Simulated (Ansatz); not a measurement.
BaTiO₃: single-point calculation

- system: BaTiO₃ (Pm-3m, 5 atoms in the cell)
- method: DFT, PBE, plane waves, PAW, no spin polarisation (Ansatz 0.2.0)

The structure derives from an entry of the Crystallography Open Database. Some settings of this run were made unusual or wrong on purpose.

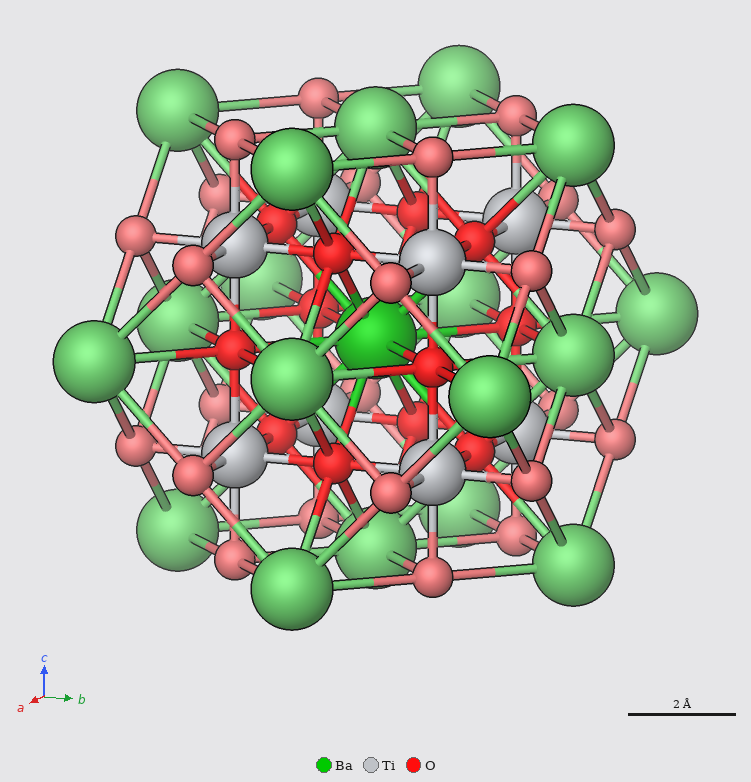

**Figure 1.** The input geometry (ball-and-stick view of the cell of the calculation, seen slightly off an axis; neighbours outside the cell are drawn fainter). An atom can appear more than once, as a periodic image.

### Input
```yaml
crystal:
  lattice:
    - [4.0192481786, 0.0, 0.0]
    - [0.0, 4.0192481786, 0.0]
    - [0.0, 0.0, 4.0192481786]
  atoms:
    - { symbol: Ba, position: [0.5, 0.5, 0.5] }
    - { symbol: Ti, position: [0.0, 0.0, 0.0] }
    - { symbol: O, position: [0.5, 0.0, 0.0] }
    - { symbol: O, position: [0.0, 0.5, 0.0] }
    - { symbol: O, position: [0.0, 0.0, 0.5] }
basis:
  ecutwfc: 420
kpoints:
  mp_grid: { grid: [8, 8, 8] }
hamiltonian:
  xc: pbe
scf:
  occupations: { method: gaussian, width: 0.02 }
  mixing: { algorithm: anderson, beta: 0.005, ndim: 1 }
  max_iter: 80
output:
  forces: true
  eigenvalues: true
  stress: true
```

Command:
```bash
ansatz run input.yaml --threads 4 --pin off --max-ram 11264MiB --backend cpu --events-out ev --progress --plain --runs-dir out
```

### Output
```
Engine: ansatz 0.2.0, x86_64-unknown-linux-gnu
Pseudopotentials: kind: paw
Pseudopotential: Ba, paw, valence charge 10, recommended cutoff 420 eV (normal), Ba.paw.azcp
Pseudopotential: Ti, paw, valence charge 12, recommended cutoff 420 eV (normal), Ti.paw.azcp
Pseudopotential: O, paw, valence charge 6, recommended cutoff 420 eV (normal), O.paw.azcp
Functional definition: PBE
  parameter kappa = 0.804
  parameter beta = 0.06672455060314922
  exchange = pbe_x(kappa = kappa, mu = beta*pi^2/3)
  correlation = pbe_c(beta = beta)
Crystal: 5 atoms, lattice volume = 64.928 Å³
Basis set: ecut = 420 eV, 1309 PW (Γ), exchange–correlation on 54×54×54 points (8 copies of the dense FFT grid, shifted against one another)
Bands: 25, of which v1, the nominal top of the filled ones, is band 20 counted from 1 (19 counted from 0)
Symmetry: 48 space group operations
Space group: Pm-3m (ITA 221), of the structure as read, at distance tolerance 4.0e-5 Å
k-points: 35 of 512
Non-local potential: Ba, projectors of the file, l = 0: 3, l = 1: 2, l = 2: 2, l = 3: 2
Non-local potential: Ti, projectors of the file, l = 0: 3, l = 1: 2, l = 2: 3, l = 3: 1
Non-local potential: O, projectors of the file, l = 0: 2, l = 1: 2, l = 2: 1
PAW form: soft (Blöchl's): semilocal exchange-correlation on the pseudo side does not see the compensation charge
PAW one-centre angular grid: Ba, 194 points (default); XC on 64 Gauss nodes
PAW one-centre angular grid: Ti, 590 points (default); XC on 64 Gauss nodes
PAW one-centre angular grid: O, 110 points (default); XC on 64 Gauss nodes
Initial density: superposition of atomic densities (neutral atoms: chi_scale 0, normalization atom), corrected by the library's trained network
Initial wavefunctions: pseudopotential atomic-orbital guess
Functional: x = pbe(κ = 0.804, μ = 0.2195149727645171), c = pbe(β = 0.06672455060314922)
SCF iter   1: F=—  HF=-10159.565234 eV  |F-HF|=—  |Δ(HF+E_count)|=         —  Δρ=1.58e-3  dr2=8.78e-4  ethr=1.77e-3  ⟨swp⟩=6.4  Hψ=4401  notcnv=0
preconditioner: auto → Resta (q_TF=auto, 2.517 Å⁻¹)  ε∞=5.9  [insulator: Δε(μ)=1.770 eV  Ē_g=11.744 eV  σ=0.020 eV  W_gap=1.00  n_scr=18 (ndim 1)  ℏωp=26.1 eV  f_vac=0.000  D(μ)=0.00/eV (n_scr^D=0)  ε∞_Penn≈5.9]
SCF iter   2: F=—  HF=-10159.565177 eV  |F-HF|=—  |Δ(HF+E_count)|=   5.65e-5  Δρ=1.50e-3  dr2=7.09e-4  ethr=2.19e-6  ⟨swp⟩=2.0  Hψ=1759  notcnv=0  defer=10
SCF iter   3: F=—  HF=-10159.565182 eV  |F-HF|=—  |Δ(HF+E_count)|=   4.31e-6  Δρ=1.49e-3  dr2=6.93e-4  ethr=1.77e-6  ⟨swp⟩=1.0  Hψ=840  notcnv=0  defer=10
SCF iter   4: F=—  HF=-10159.565185 eV  |F-HF|=—  |Δ(HF+E_count)|=   3.47e-6  Δρ=1.48e-3  dr2=6.78e-4  ethr=1.73e-6  ⟨swp⟩=1.0  Hψ=840  notcnv=0  defer=10
SCF iter   5: F=—  HF=-10159.565190 eV  |F-HF|=—  |Δ(HF+E_count)|=   4.59e-6  Δρ=1.47e-3  dr2=6.64e-4  ethr=1.70e-6  ⟨swp⟩=1.0  Hψ=840  notcnv=0  defer=10
SCF iter   6: F=—  HF=-10159.565193 eV  |F-HF|=—  |Δ(HF+E_count)|=   3.64e-6  Δρ=1.46e-3  dr2=6.49e-4  ethr=1.66e-6  ⟨swp⟩=1.0  Hψ=840  notcnv=0  defer=10
SCF iter   7: F=—  HF=-10159.565197 eV  |F-HF|=—  |Δ(HF+E_count)|=   3.72e-6  Δρ=1.45e-3  dr2=6.35e-4  ethr=1.62e-6  ⟨swp⟩=1.0  Hψ=840  notcnv=0  defer=11
SCF iter   8: F=—  HF=-10159.565201 eV  |F-HF|=—  |Δ(HF+E_count)|=   4.40e-6  Δρ=1.44e-3  dr2=6.22e-4  ethr=1.59e-6  ⟨swp⟩=1.0  Hψ=840  notcnv=0  defer=11
SCF iter   9: F=—  HF=-10159.565206 eV  |F-HF|=—  |Δ(HF+E_count)|=   4.83e-6  Δρ=1.43e-3  dr2=6.09e-4  ethr=1.55e-6  ⟨swp⟩=1.0  Hψ=840  notcnv=0  defer=12
SCF iter  10: F=—  HF=-10159.565210 eV  |F-HF|=—  |Δ(HF+E_count)|=   4.18e-6  Δρ=1.42e-3  dr2=5.96e-4  ethr=1.52e-6  ⟨swp⟩=1.0  Hψ=840  notcnv=0  defer=14
SCF iter  11: F=—  HF=-10159.565214 eV  |F-HF|=—  |Δ(HF+E_count)|=   3.91e-6  Δρ=1.41e-3  dr2=5.84e-4  ethr=1.49e-6  ⟨swp⟩=1.0  Hψ=840  notcnv=0  defer=14
SCF iter  12: F=—  HF=-10159.565218 eV  |F-HF|=—  |Δ(HF+E_count)|=   3.64e-6  Δρ=1.40e-3  dr2=5.71e-4  ethr=1.46e-6  ⟨swp⟩=1.0  Hψ=840  notcnv=0  defer=14
SCF iter  13: F=—  HF=-10159.565221 eV  |F-HF|=—  |Δ(HF+E_count)|=   3.11e-6  Δρ=1.39e-3  dr2=5.60e-4  ethr=1.43e-6  ⟨swp⟩=1.0  Hψ=840  notcnv=0  defer=14
SCF iter  14: F=—  HF=-10159.565227 eV  |F-HF|=—  |Δ(HF+E_count)|=   5.62e-6  Δρ=1.38e-3  dr2=5.48e-4  ethr=1.40e-6  ⟨swp⟩=1.1  Hψ=842  notcnv=0  defer=14
SCF iter  15: F=—  HF=-10159.565231 eV  |F-HF|=—  |Δ(HF+E_count)|=   3.99e-6  Δρ=1.37e-3  dr2=5.37e-4  ethr=1.37e-6  ⟨swp⟩=1.1  Hψ=842  notcnv=0  defer=14
SCF iter  16: F=—  HF=-10159.565235 eV  |F-HF|=—  |Δ(HF+E_count)|=   4.21e-6  Δρ=1.36e-3  dr2=5.26e-4  ethr=1.34e-6  ⟨swp⟩=1.0  Hψ=840  notcnv=0  defer=14
SCF iter  17: F=—  HF=-10159.565240 eV  |F-HF|=—  |Δ(HF+E_count)|=   4.80e-6  Δρ=1.35e-3  dr2=5.16e-4  ethr=1.32e-6  ⟨swp⟩=1.0  Hψ=840  notcnv=0  defer=14
SCF iter  18: F=—  HF=-10159.565224 eV  |F-HF|=—  |Δ(HF+E_count)|=   1.52e-5  Δρ=1.34e-3  dr2=5.05e-4  ethr=1.29e-6  ⟨swp⟩=1.1  Hψ=842  notcnv=0  defer=14
SCF iter  19: F=—  HF=-10159.565230 eV  |F-HF|=—  |Δ(HF+E_count)|=   5.95e-6  Δρ=1.33e-3  dr2=4.95e-4  ethr=1.26e-6  ⟨swp⟩=1.1  Hψ=842  notcnv=0  defer=14
SCF iter  20: F=—  HF=-10159.565234 eV  |F-HF|=—  |Δ(HF+E_count)|=   3.45e-6  Δρ=1.33e-3  dr2=4.86e-4  ethr=1.24e-6  ⟨swp⟩=1.0  Hψ=841  notcnv=0  defer=14
SCF iter  21: F=—  HF=-10159.565239 eV  |F-HF|=—  |Δ(HF+E_count)|=   5.41e-6  Δρ=1.32e-3  dr2=4.76e-4  ethr=1.21e-6  ⟨swp⟩=1.0  Hψ=840  notcnv=0  defer=14
SCF iter  22: F=—  HF=-10159.565244 eV  |F-HF|=—  |Δ(HF+E_count)|=   4.22e-6  Δρ=1.31e-3  dr2=4.67e-4  ethr=1.19e-6  ⟨swp⟩=1.1  Hψ=843  notcnv=0  defer=14
SCF iter  23: F=—  HF=-10159.565248 eV  |F-HF|=—  |Δ(HF+E_count)|=   4.56e-6  Δρ=1.30e-3  dr2=4.58e-4  ethr=1.17e-6  ⟨swp⟩=1.0  Hψ=840  notcnv=0  defer=14
SCF iter  24: F=—  HF=-10159.565252 eV  |F-HF|=—  |Δ(HF+E_count)|=   3.90e-6  Δρ=1.29e-3  dr2=4.49e-4  ethr=1.14e-6  ⟨swp⟩=1.0  Hψ=841  notcnv=0  defer=14
SCF iter  25: F=—  HF=-10159.565257 eV  |F-HF|=—  |Δ(HF+E_count)|=   4.66e-6  Δρ=1.28e-3  dr2=4.40e-4  ethr=1.12e-6  ⟨swp⟩=1.0  Hψ=840  notcnv=0  defer=14
SCF iter  26: F=—  HF=-10159.565260 eV  |F-HF|=—  |Δ(HF+E_count)|=   3.69e-6  Δρ=1.27e-3  dr2=4.32e-4  ethr=1.10e-6  ⟨swp⟩=1.0  Hψ=841  notcnv=0  defer=14
SCF iter  27: F=—  HF=-10159.565264 eV  |F-HF|=—  |Δ(HF+E_count)|=   3.58e-6  Δρ=1.27e-3  dr2=4.24e-4  ethr=1.08e-6  ⟨swp⟩=1.0  Hψ=841  notcnv=0  defer=14
SCF iter  28: F=—  HF=-10159.565268 eV  |F-HF|=—  |Δ(HF+E_count)|=   4.43e-6  Δρ=1.26e-3  dr2=4.16e-4  ethr=1.06e-6  ⟨swp⟩=1.0  Hψ=840  notcnv=0  defer=14
SCF iter  29: F=—  HF=-10159.565272 eV  |F-HF|=—  |Δ(HF+E_count)|=   3.78e-6  Δρ=1.25e-3  dr2=4.08e-4  ethr=1.04e-6  ⟨swp⟩=1.0  Hψ=840  notcnv=0  defer=14
SCF iter  30: F=—  HF=-10159.565276 eV  |F-HF|=—  |Δ(HF+E_count)|=   4.27e-6  Δρ=1.24e-3  dr2=4.01e-4  ethr=1.02e-6  ⟨swp⟩=1.0  Hψ=841  notcnv=0  defer=14
SCF iter  31: F=—  HF=-10159.566068 eV  |F-HF|=—  |Δ(HF+E_count)|=   7.92e-4  Δρ=1.22e-3  dr2=3.78e-4  ethr=1.00e-6  ⟨swp⟩=4.4  Hψ=3627  notcnv=0
Mixer restart at iter 31: flushing history
iteration 31: the SCF's residuals had fallen too slowly under its mixing. It goes on by minimising its free energy, and can end on another state than longer mixing would; under `scf.algorithm: density_mixing` no SCF does so, but by `scf.convergence.dm_fallback`
SCF iter  32: F=—  HF=-10159.566466 eV  |F-HF|=—  |Δ(HF+E_count)|=   3.97e-4  Δρ=2.69e-4  dr2=5.32e-5  ethr=9.44e-7  ⟨swp⟩=3.3  Hψ=6823  notcnv=0
SCF iter  33: F=—  HF=-10159.566447 eV  |F-HF|=—  |Δ(HF+E_count)|=   1.88e-5  Δρ=1.42e-4  dr2=9.52e-6  ethr=1.33e-7  ⟨swp⟩=3.0  Hψ=3197  notcnv=0
SCF iter  34: F=-10159.566444 eV  HF=-10159.566444 eV  |F-HF|=2.10e-8  |Δ(HF+E_count)|=   3.04e-6  Δρ=8.29e-6  dr2=2.80e-8  ethr=2.50e-10  ⟨swp⟩=4.7  Hψ=3742  notcnv=0
SCF iter  35: F=-10159.566444 eV  HF=-10159.566444 eV  |F-HF|=2.10e-8  |Δ(HF+E_count)|=  1.27e-11  Δρ=8.28e-6  dr2=2.80e-8  ethr=7.01e-11  ⟨swp⟩=3.1  Hψ=3690  notcnv=0
SCF 1 converged in 35 iterations: F = -10159.566444 eV  dr2 = 2.80e-8
  greatest PAW one-centre occupation: 0.999 electrons in one spin orbital (limit 2), on the Ti atom at site 1 (counted from 0), in its partial waves of l = 0
```

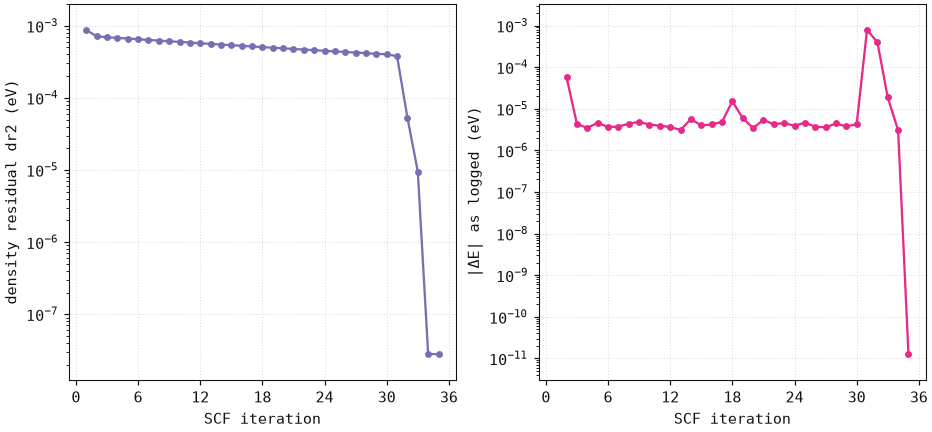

**Figure 2.** Convergence of the self-consistent field: density residual dr2 and size of the energy change against the SCF iteration. The residual lingers near 5 × 10⁻⁴ from about step 1 to 31 before it falls again.

```
SCF converged after 35 iterations
Free energy (F): -10159.566444 eV
Harris-Foulkes:  -10159.566444 eV  (|F-HF|=2.10e-8)
Internal energy: -10159.566444 eV  (E = F + TS)
E sigma→0 (E₀):  -10159.566444 eV
Fermi energy:    11.019554 eV
--- Per-component energies (eV) ---
  E_band       = -147.415274
  E_kinetic    = 968.482387
  E_local      = -2108.760090  (includes V_loc(G=0)·N_el)
  E_nonlocal   = 203.314954
  E_hartree    = 821.860982
  E_xc         = -491.133506
  E_vxc        = -545.683567  (∫ρ·V_xc dr)
  E_paw        = -6744.222307  (= ΣΔE_a)
  E_vpaw       = -308.502263  (= ΣTr[D̂ρ^β])
  E_aug_tail   = 0.007357  (compensation charges beyond the density's cutoff)
  E_ewald      = -2809.116220
  E_smearing   = -0.000000  (= −TS)
  E_closure    = -0.000000  (closes the sum)
  Σ components = -10159.566444   (vs F -10159.566444, Δ=0.00e0)
--- Forces (eV/Å), atoms counted from 1 ---
  atom   1  Ba     0.00000000    -0.00000000     0.00000000
  atom   2  Ti     0.00000000    -0.00000000    -0.00000000
  atom   3  O      0.00000000     0.00000000     0.00000000
  atom   4  O      0.00000000    -0.00000000     0.00000000
  atom   5  O      0.00000000    -0.00000000     0.00000000
  max |Σ_I F_I| component: 1.09e-28 eV/Å
--- Stress (GPa, compression-positive) ---
        0.002298      -0.000000       0.000000
        0.000000       0.002298       0.000000
       -0.000000       0.000000       0.002298
  P = ⅓ Tr σ = 0.0023 GPa (0.023 kbar)
--- Band table (eV; the first three rows and the last of 35) ---
  k-point 0: bands = ["-46.4719", "-22.6852", "-22.6852", "-22.6852", "-14.5373", "-6.6870", "-6.0153", "-6.0153", "0.2729", "0.2729", "0.2729", "7.8601", "7.8601", "7.8601", "9.0384", "9.0384", "9.0384", "10.0087", "10.0087", "10.0087", "11.9117", "11.9117", "11.9117", "14.0107", "14.0107"]
  k-point 1: bands = ["-46.4717", "-22.6923", "-22.6849", "-22.6849", "-14.5210", "-6.6926", "-6.0107", "-6.0048", "0.2961", "0.2961", "0.3313", "7.6087", "7.8213", "7.8213", "8.8714", "8.8714", "8.9140", "9.6221", "9.8963", "9.8963", "11.9293", "12.2182", "12.2182", "14.0114", "14.4342"]
  k-point 2: bands = ["-46.4715", "-22.7094", "-22.6842", "-22.6842", "-14.4811", "-6.7501", "-5.9996", "-5.9270", "0.3534", "0.3534", "0.4705", "7.0125", "7.6922", "7.6922", "8.5732", "8.5732", "8.6404", "8.9368", "9.6879", "9.6879", "11.9724", "12.8397", "12.8397", "14.0130", "15.2017"]
  k-point 34: bands = ["-46.4695", "-22.7280", "-22.7280", "-22.7280", "-14.2863", "-5.7919", "-5.7919", "-5.7919", "-0.4170", "-0.4170", "-0.4170", "5.7104", "6.3654", "6.3654", "7.7851", "7.7851", "7.7851", "10.1274", "10.1274", "10.1274", "14.2585", "14.2585", "14.2585", "16.9078", "16.9078"]
```

### Outcome

- outcome: converged
- space group (tolerance 0.01 Å): Pm-3m (221)
- electrons treated: 40
- free energy: −10159.5664 eV
- Fermi energy: 11.020 eV
- gap on the k-point mesh: 1.78 eV
- pressure: 0.00 GPa
- largest force (length of the vector): under 0.001 eV/Å
- hardware: 4 threads of Intel Xeon @ 2.50GHz (Skylake/Cascade Lake), 189 GiB of memory available, shared host
- wall time: 10 s (CPU time 36 s)
- peak memory: 0.49 GiB

This input holds a deliberate fault: mixing far too weak (`scf.mixing`). So small a step barely moves the density in each iteration. The run converged all the same; its numbers are those of the faulty input and shouldn't be used.
